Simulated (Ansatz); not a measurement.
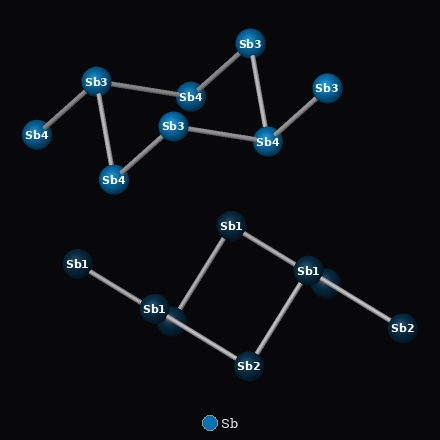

The system is a bilayer of two Sb sheets of the honeycomb type, the upper one turned by 180 degrees about the normal (4 atoms in the cell); the picture shows the structure at the first grid point; the lower layer is drawn fainter. 
- The upper layer of a bilayer is slid over the lower one; relaxed at each slide: nothing; the origin of the map has Sb4 above Sb1; the distance between the facing planes is held at 3.85 Å.
- Places are given modulo a cell vector. The map is drawn in real space over the plane of the slide.
- The grid has 9 × 9 points; 12 points were computed and 69 follow by symmetry.
- All energies are given in mJ/m² relative to the lowest grid point.
- At a held distance the lowest stacking need not be the one that binds best once the distance relaxes.
- These are results of Ansatz 0.2.0, DFT PBE+D3(BJ), scalar-relativistic, plane waves, PAW, not measurements. Settings: cutoff 420 eV, k-mesh 9×9×1, gaussian smearing 0.05 eV, no spin polarisation.

Its coordinates:

```yaml
crystal:
  lattice:
    - [4.06868, 0.00000, 0.00000]
    - [-2.03434, 3.52358, 0.00000]
    - [0.00000, 0.00000, 20.80003]
  atoms:
    - { symbol: Sb, position: [0.33334, 0.66668, 0.29567] }
    - { symbol: Sb, position: [0.66665, 0.33333, 0.21635] }
    - { symbol: Sb, position: [0.66665, 0.33333, 0.56010] }
    - { symbol: Sb, position: [0.33334, 0.66668, 0.48077] }
```

Range: slide of the upper layer along the first cell vector from 0.000 to 0.889; slide of the upper layer along the second cell vector from 0.000 to 0.889.

Q: Predict the map.

A: The lowest grid point is at (3/9, 6/9) of the cell vectors; the map holds 2 wells of about this depth. No other kind of well shows on this grid. The highest grid point, (0/9, 0/9) of the cell vectors, lies 96 mJ/m² above the lowest. On the interpolated surface the easiest way out of the lowest well to a well of about the same depth near (6/9, 3/9) of the cell vectors passes a barrier of about 8.2 mJ/m². Facing atoms of the upper layer at the lowest point: Sb above Sb of a deeper plane; at the highest: Sb above Sb.

| second ↓, first → | 0/9 | 1/9 | 2/9 | 3/9 | 4/9 | 5/9 | 6/9 | 7/9 | 8/9 |
| --- | --- | --- | --- | --- | --- | --- | --- | --- | --- |
| 8/9 | 85 | 65 | 37 | 15 | 6 | 15 | 37 | 65 | 85 |
| 7/9 | 57 | 37 | 17 | 4 | 4 | 17 | 37 | 57 | 65 |
| 6/9 | 28 | 15 | 4 | 0 | 4 | 15 | 28 | 37 | 37 |
| 5/9 | 11 | 6 | 4 | 4 | 6 | 11 | 15 | 17 | 15 |
| 4/9 | 11 | 15 | 17 | 15 | 11 | 6 | 4 | 4 | 6 |
| 3/9 | 28 | 37 | 37 | 28 | 15 | 4 | 0 | 4 | 15 |
| 2/9 | 57 | 65 | 57 | 37 | 17 | 4 | 4 | 17 | 37 |
| 1/9 | 85 | 85 | 65 | 37 | 15 | 6 | 15 | 37 | 65 |
| 0/9 | 96 | 85 | 57 | 28 | 11 | 11 | 28 | 57 | 85 |

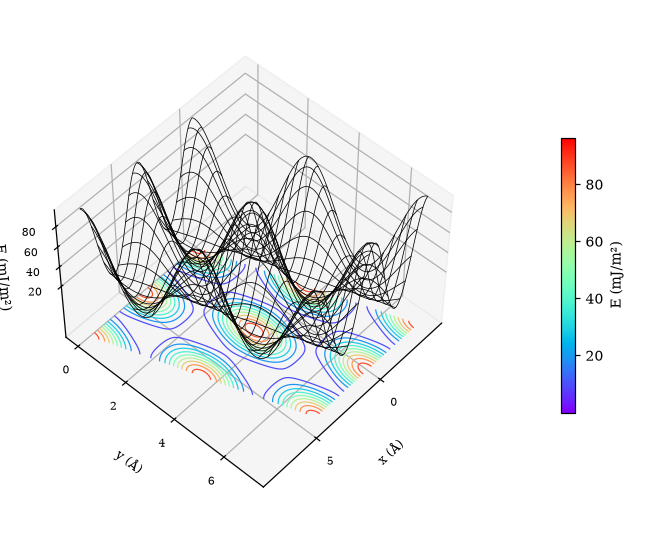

In the figure: a relief with its contours projected below, any walls above the top of the colour scale cut off. Between grid points the surface is interpolated.

Each point was launched as `ansatz run input.yaml --threads 1 --pin off --max-ram 3072MiB --backend cpu --events-out ev --progress --plain --runs-dir out`. The whole map (12 points run) took 3 min on 1 thread of Intel(R) Xeon(R) Platinum 8559C (Emerald Rapids), on a shared host.
